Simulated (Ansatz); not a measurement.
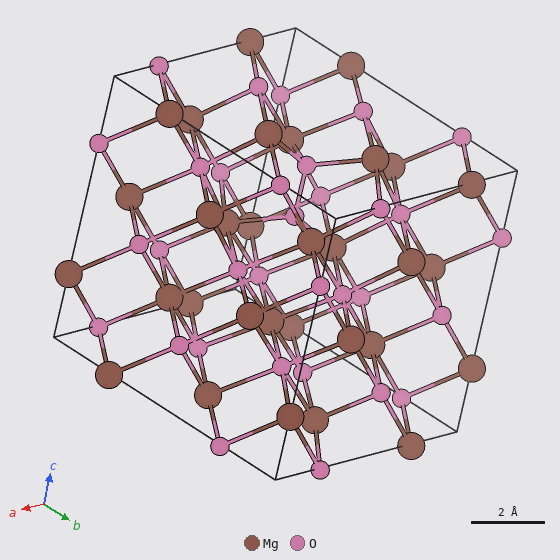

Structure drawing (ball-and-stick), viewed from a general direction. The edges of the supercell are marked. The host is MgO, in a cell of 32 sites, and the cell is neutral.

Q: Describe the defect.

A: An interstitial oxygen atom. It is bonded to three Mg and one O in a distorted tetrahedral arrangement (about 1.9 Å to Mg, 1.4 Å to O).

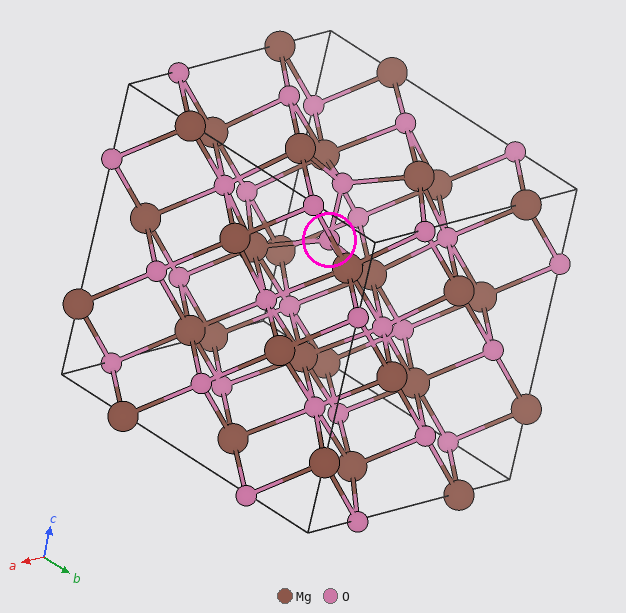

The same cell with a ring at the defect's site.

The atoms were relaxed in the host's cell with DFT PBE, scalar-relativistic, plane waves, PAW (Ansatz).
